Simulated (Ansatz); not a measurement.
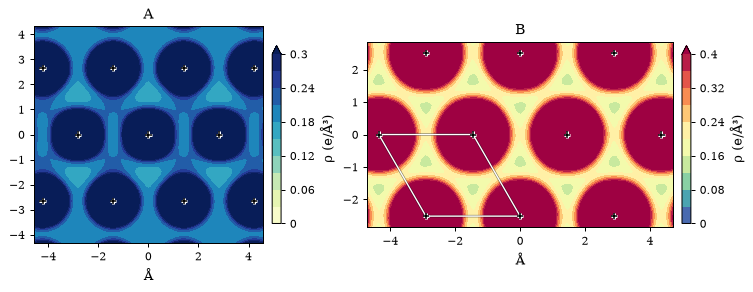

The valence electron density of 2 systems, each on a plane through atoms (crosses mark nuclei in the plane).

These are results of DFT r2SCAN, scalar-relativistic, plane waves, PAW in Ansatz, not measurements.

System 1: Ti, the (110) plane of the conventional cell. Space group P6/mmm; computed without spin polarisation.

```cif
data_structure
_symmetry_space_group_name_H-M 'P 1'
_symmetry_Int_Tables_number 1
_cell_length_a 4.6000
_cell_length_b 4.6000
_cell_length_c 2.8200
_cell_angle_alpha 90.000
_cell_angle_beta 90.000
_cell_angle_gamma 120.000
_cell_volume 51.68
loop_
_atom_site_label
_atom_site_type_symbol
_atom_site_fract_x
_atom_site_fract_y
_atom_site_fract_z
_atom_site_occupancy
Ti1 Ti 0.00000 0.00000 0.00000 1
Ti2 Ti 0.33333 0.66667 0.50000 1
Ti3 Ti 0.66667 0.33333 0.50000 1
```

System 2: Ag, the (001) plane of the conventional cell. Space group P6₃/mmc; a structure from a database of computed crystals, not necessarily the ambient phase.

```yaml
crystal:
  lattice:
    - [2.90339, 0.00000, 0.00000]
    - [-1.45169, 2.51441, 0.00000]
    - [0.00000, 0.00000, 9.48337]
  atoms:
    - { symbol: Ag, position: [0.00000, 0.00000, 0.00000] }
    - { symbol: Ag, position: [0.00000, 0.00000, 0.50000] }
    - { symbol: Ag, position: [0.33333, 0.66667, 0.25000] }
    - { symbol: Ag, position: [0.66667, 0.33333, 0.75000] }
```

Question: Which map belongs to which system?

Answer: Panel A is system 1, Ti: the plane holds Ti. Ti–Ti (2.82 Å): ρ is about 0.19 e/Å³ halfway. Panel B is system 2, Ag: the plane holds Ag. Ag–Ag (2.90 Å): ρ is about 0.2 e/Å³ halfway.
